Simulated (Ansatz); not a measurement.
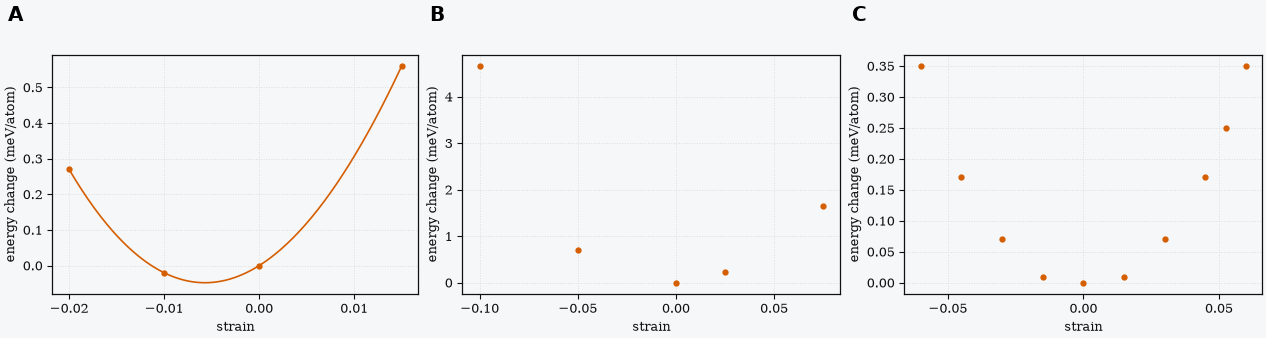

Each panel shows the energy change against strain for one of these solids: K, Cmcm (No. 63), 77.1 Å³/atom, strain pattern [1, 0, 0, 0, 0, 0]; Na, I4/mmm (No. 139), 37.6 Å³/atom, strain pattern [0, 0, 0, 0, 0, 1]; Nb, Im-3m (No. 229), 18.4 Å³/atom, strain pattern [0, 0, 0, 1, 0, 0].

Method: homogeneous strain of a crystal along one Voigt pattern with engineering shear, fractional coordinates fixed, by plane-wave density functional theory with PAW datasets, free energies less that of the undisturbed cell, pressure positive in compression; scalar-relativistic (Ansatz 0.2.0). Level: r2SCAN, no spin polarisation.

Question: Match the panels to the solids.

Answer: A is K (energy change from −0.02 meV/atom to 0.56 meV/atom); B is Nb (energy change from 0.00 meV/atom to 4.66 meV/atom); C is Na (energy change from 0.00 meV/atom to 0.35 meV/atom).

For K, limits of the calculation: reference crystal is not relaxed.

For Na, limits of the calculation: reference crystal is not relaxed.

For Nb, limits of the calculation: reference crystal is not relaxed.
